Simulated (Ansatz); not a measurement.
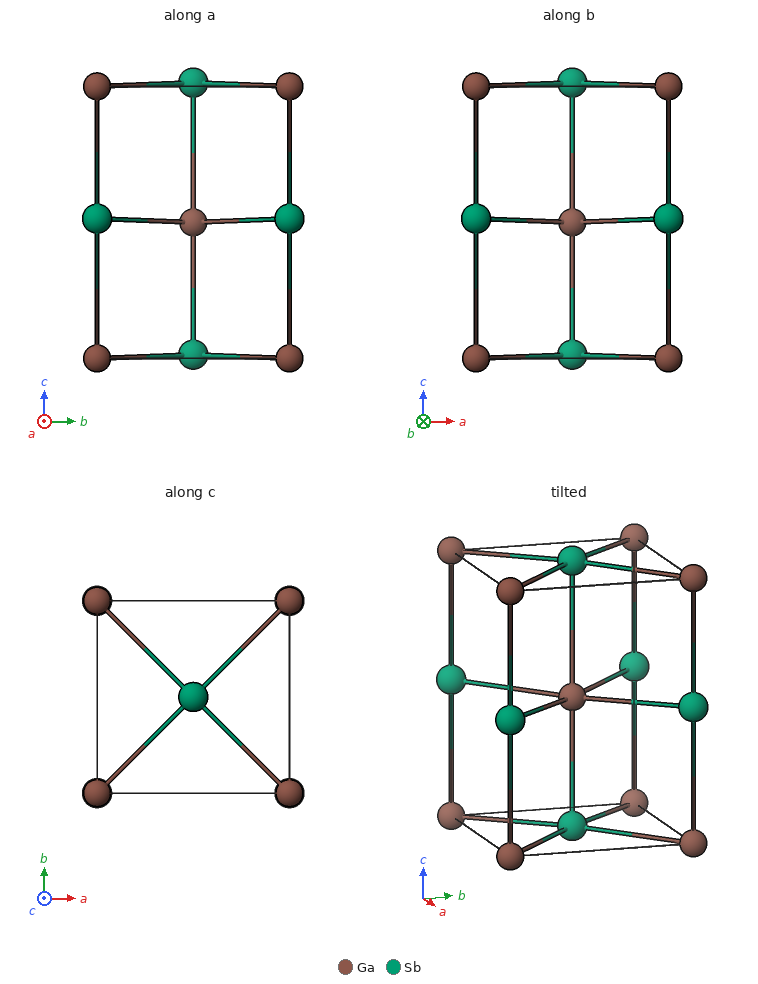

Shown here is a ball-and-stick view of the crystal, taken along the a axis, along the b axis, along the c axis and slightly off an axis. The lines enclose the conventional unit cell; boundary atoms appear with their images.

Lattice parameters: a = 4.102 Å, b = 4.102 Å, c = 5.801 Å, α = 90.00°, β = 90.00°, γ = 90.00°.

Question: Convert the drawing into a table of Wyckoff sites, with free fractional coordinates to two decimals.

Answer: Space group I4mm (No. 107).
```csv
atom,site,x,y,z
Ga,2a,0.00,0.00,0.00
Sb,2a,0.50,0.50,0.01
```

Its origin is a structure type filled with these elements by a generator (whether the compound takes this form wasn't checked). The cell was then strained or its atoms displaced on purpose. An electronic-structure calculation with Ansatz was run on it.
